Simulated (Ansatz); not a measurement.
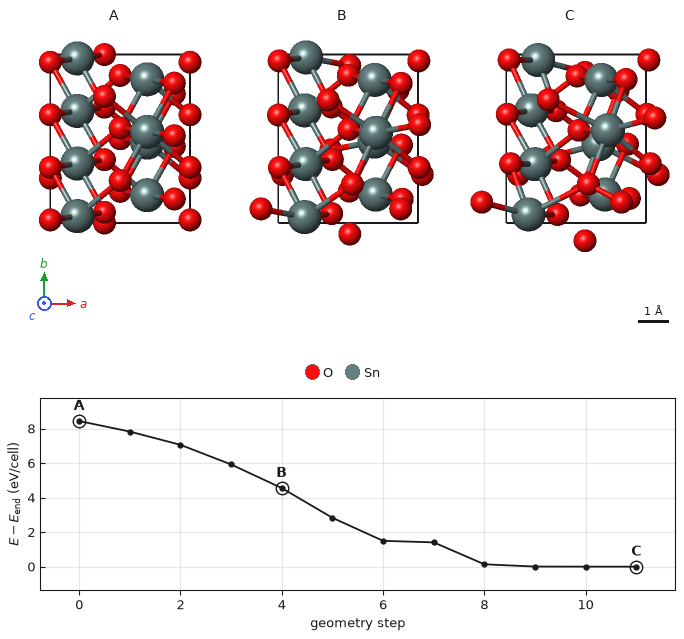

Frames of a relaxation of a slab of composition Sn₂O₅ (cut from the P4_2/mnm phase), marked on the history of the run. Style: ball-and-stick. Shown: the cell of the calculation, outlined in the plane, without the vacuum (origin shifted), along the c axis.

Case: (1 0 1) slab, atoms relaxed. The slab is the (1 0 1) face of SnO2.

Level of theory: DFT PBEsol, scalar-relativistic, plane waves, PAW (Ansatz). Settings: plane-wave cutoff 420 eV; k-point mesh 6 × 5 × 1; occupations gaussian; smearing width 0.05 eV; no spin polarisation; dipole correction; atoms relaxed in a fixed cell; force threshold 0.02 eV/Å; at most 60 steps.

Describe the path.

Answer. The largest moves relative to the layer's centre, 1.10 Å, are those of O atoms. Largest moves by element: O 1.10 Å, Sn 0.18 Å. The cell doesn't change. Among the contacts that change: O–O 2.925 → 1.434 Å, O–Sn 2.066 → 2.417 Å, O–Sn 2.070 → 2.169 Å, O–Sn 2.070 → 2.127 Å. Bond angles that change, for instance: O–Sn–O 180.0° → 156.5°, O–Sn–O 78.3° → 99.4°, O–Sn–O 90.0° → 109.3°. The energy falls by 8.437 eV per cell of the calculation in 11 geometry steps. Largest force component: 1.3 eV/Å at the start, 0.012 eV/Å at the end. From step 0 to 4: O atoms move most (0.78 Å), energy −3.882 eV per cell of the calculation. From step 4 to 11: O atoms move most (0.34 Å), energy −4.555 eV per cell of the calculation.
